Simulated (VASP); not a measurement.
## Two runs on MgO

System: MgO (2 atoms in the cell).
Method of the first run: DFT, PBE, plane waves, PAW (VASP 6.6.1).

The structure was built on a prototype by a generator. The geometry comes from this level: r2SCAN (a point of a series of strains). 

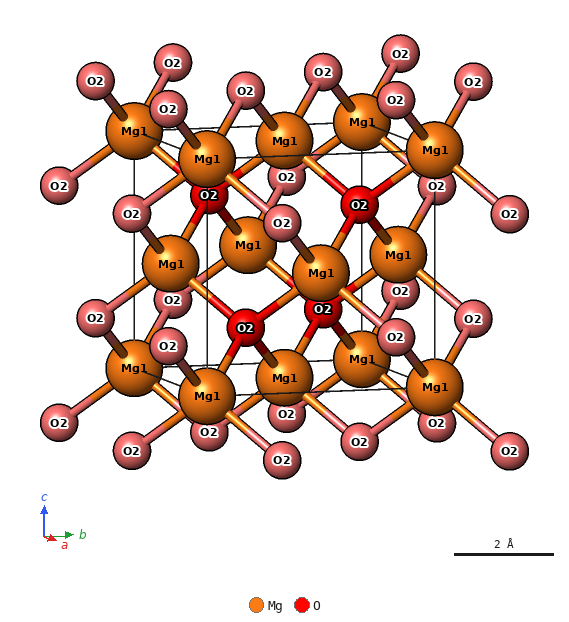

The structure (ball-and-stick view of the cell 4 times as large as that of the calculation, set on its symmetry axes, seen slightly off an axis; neighbours outside the cell are drawn fainter; atoms are numbered from 1 in the order of the input).

### INCAR, the first run
```
ENCUT = 520.000000
SIGMA = 0.020000
EDIFF = 1.00e-07
GGA = PE
PREC = Accurate
IBRION = -1
ISIF = 2
ISMEAR = -1
NBANDS = 11
NELM = 120
NSW = 0
LASPH = .TRUE.
LCHARG = .TRUE.
LELF = .TRUE.
LWAVE = .FALSE.
LREAL = .FALSE.
```

### KPOINTS, the first run
```
KPOINTS created by Atomic Simulation Environment
0
Gamma
10 10 10
0 0 0
```

### KPOINTS_OPT, the first run
```
special points
6
Reciprocal
0.0000000000 0.0000000000 0.0000000000 1
-0.5000000000 -0.5000000000 0.0000000000 1
-0.3750000000 -0.3750000000 0.2500000000 1
-0.3750000000 0.0000000000 0.3750000000 1
0.0000000000 0.0000000000 0.5000000000 1
-0.5000000000 -0.2500000000 0.2500000000 1
```

### POSCAR, the first run
```
Mg O
 1.0000000000000000
     0.0000000000000000    2.4184696010000000    2.4184696010000000
     2.4184696010000000    0.0000000000000000    2.4184696010000000
     2.4184696010000000    2.4184696010000000    0.0000000000000000
 Mg  O
   1   1
Cartesian
  0.0000000000000000  0.0000000000000000  0.0000000000000000
  1.2092348005000000  1.2092348005000000  1.2092348005000000
```

Command:
```bash
mpirun -np 1 vasp_std
```

Hardware: 1 CPU thread, shared host.

### OSZICAR and lines of OUTCAR (the first run)
```
N       E                     dE             d eps       ncg     rms          rms(c)
DAV:   1     0.196388517337E+02    0.19639E+02   -0.42091E+03  1090   0.617E+02
DAV:   2    -0.125880478164E+02   -0.32227E+02   -0.31189E+02  1189   0.133E+02
DAV:   3    -0.136783142629E+02   -0.10903E+01   -0.10894E+01  1272   0.240E+01
DAV:   4    -0.136819865330E+02   -0.36723E-02   -0.36722E-02  1148   0.161E+00
DAV:   5    -0.136820034968E+02   -0.16964E-04   -0.16964E-04  1234   0.106E-01    0.819E+00
DAV:   6    -0.116040708395E+02    0.20779E+01   -0.15303E+01  1154   0.192E+01    0.326E+00
DAV:   7    -0.115422715243E+02    0.61799E-01   -0.30276E-01  1085   0.343E+00    0.155E+00
DAV:   8    -0.115346948539E+02    0.75767E-02   -0.69618E-02  1106   0.273E+00    0.407E-01
DAV:   9    -0.115332180249E+02    0.14768E-02   -0.20514E-03  1162   0.354E-01    0.158E-01
DAV:  10    -0.115335587083E+02   -0.34068E-03   -0.72591E-04  1142   0.174E-01    0.176E-02
DAV:  11    -0.115335586299E+02    0.78404E-07   -0.40380E-05  1211   0.337E-02    0.113E-02
DAV:  12    -0.115335601425E+02   -0.15126E-05   -0.51501E-06  1127   0.150E-02    0.162E-03
DAV:  13    -0.115335600914E+02    0.51156E-07   -0.38732E-07  1196   0.290E-03
   1 F= -.11533560E+02 E0= -.11533560E+02  d E =-.129540E-11
       N       E                     dE             ncg
DAV:   1     0.372061693887E+03   -0.16147E+04      148
DAV:   2     0.223437945982E+03   -0.14862E+03      158
DAV:   3     0.218876139079E+03   -0.45618E+01      170
DAV:   4     0.218863437617E+03   -0.12701E-01      150
DAV:   5     0.218863375832E+03   -0.61785E-04      155
DAV:   6     0.218863375388E+03   -0.44410E-06      156
DAV:   7     0.218863375384E+03   -0.37498E-08      115
[... from OUTCAR:]
   NELECT =       8.0000    total number of electrons
 E-fermi :   0.4435
  free  energy   TOTEN  =       -11.5335600914 eV
  energy  without entropy=      -11.5335600914  energy(sigma->0) =      -11.53356009
```

For the second run the input was changed thus:
```diff
-SIGMA = 0.020000
+SIGMA = 0.010000
-GGA = PE
+ALGO = Normal
+METAGGA = R2SCAN
-ISMEAR = -1
+ISMEAR = 0
```

Predict how the results change.

The total energies belong to different methods, so their difference says nothing on which is more stable or more accurate. The gap on the mesh goes from 2.73 to 3.36 eV. The pressure goes from −12.58 to −16.03 GPa. The functional changes from PBE to R2SCAN. The SCF takes 15 iterations against 13.

### OSZICAR and lines of OUTCAR (the second run)
```
N       E                     dE             d eps       ncg     rms          rms(c)
DAV:   1     0.147312475704E+02    0.14731E+02   -0.43398E+03  1090   0.636E+02
DAV:   2    -0.189748876931E+02   -0.33706E+02   -0.32600E+02  1183   0.140E+02
DAV:   3    -0.201168660173E+02   -0.11420E+01   -0.11411E+01  1278   0.251E+01
DAV:   4    -0.201210026948E+02   -0.41367E-02   -0.41366E-02  1136   0.175E+00
DAV:   5    -0.201210236199E+02   -0.20925E-04   -0.20925E-04  1240   0.122E-01    0.769E+00
DAV:   6    -0.154011798032E+02    0.47198E+01   -0.98772E+00  1160   0.148E+01    0.236E+00
DAV:   7    -0.155607960418E+02   -0.15962E+00   -0.12944E-01  1097   0.254E+00    0.164E+00
DAV:   8    -0.155936213177E+02   -0.32825E-01   -0.10268E-01  1061   0.322E+00    0.607E-01
DAV:   9    -0.155905747602E+02    0.30466E-02   -0.62470E-02  1193   0.155E+00    0.370E-01
DAV:  10    -0.155895667061E+02    0.10081E-02   -0.15474E-02  1121   0.756E-01    0.386E-02
DAV:  11    -0.155895107010E+02    0.56005E-04   -0.48119E-04  1163   0.140E-01    0.573E-03
DAV:  12    -0.155895106609E+02    0.40107E-07   -0.63254E-06  1154   0.243E-02    0.947E-03
DAV:  13    -0.155895087065E+02    0.19544E-05   -0.86132E-06  1199   0.173E-02    0.972E-04
DAV:  14    -0.155895085799E+02    0.12656E-06   -0.10001E-07   901   0.232E-03    0.149E-04
DAV:  15    -0.155895085581E+02    0.21823E-07   -0.62435E-09   559   0.481E-04
   1 F= -.15589509E+02 E0= -.15589509E+02  d E =-.887034E-24
       N       E                     dE             ncg
DAV:   1     0.335761179028E+03   -0.16510E+04      156
DAV:   2     0.192530943799E+03   -0.14323E+03      155
DAV:   3     0.188555444366E+03   -0.39755E+01      173
DAV:   4     0.188544338043E+03   -0.11106E-01      147
DAV:   5     0.188544283046E+03   -0.54997E-04      158
DAV:   6     0.188544282630E+03   -0.41599E-06      156
DAV:   7     0.188544282626E+03   -0.33677E-08      115
[... from OUTCAR:]
   NELECT =       8.0000    total number of electrons
 E-fermi :  -0.3583
  free  energy   TOTEN  =       -15.5895085581 eV
  energy  without entropy=      -15.5895085581  energy(sigma->0) =      -15.58950856
```

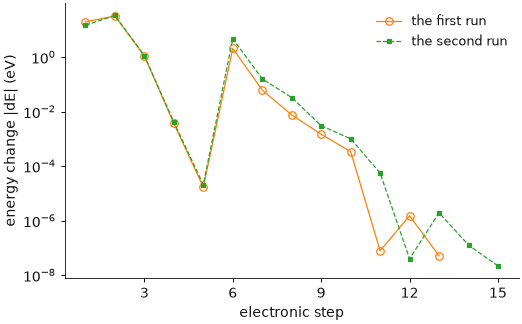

Convergence of the two runs: energy change |dE| against the electronic step. The first run takes 13 steps in all, and the second run takes 15.

### The two runs side by side

| quantity | the first run | the second run |
| --- | --- | --- |
| outcome | converged | converged |
| free energy per atom (eV) | −5.7668 | −7.7948 |
| gap on the mesh (eV) | 2.73 | 3.36 |
| pressure (GPa) | −12.58 | −16.03 |
| largest force (eV/Å) | 0.000 | 0.000 |
| SCF iterations | 13 | 15 |
| irreducible k-points | 47 | 47 |

For the first run: The cell is under a tension of 12.6 GPa at this level, so it is not at its equilibrium volume. For the second run: The cell is under a tension of 16.0 GPa at this level, so it is not at its equilibrium volume.
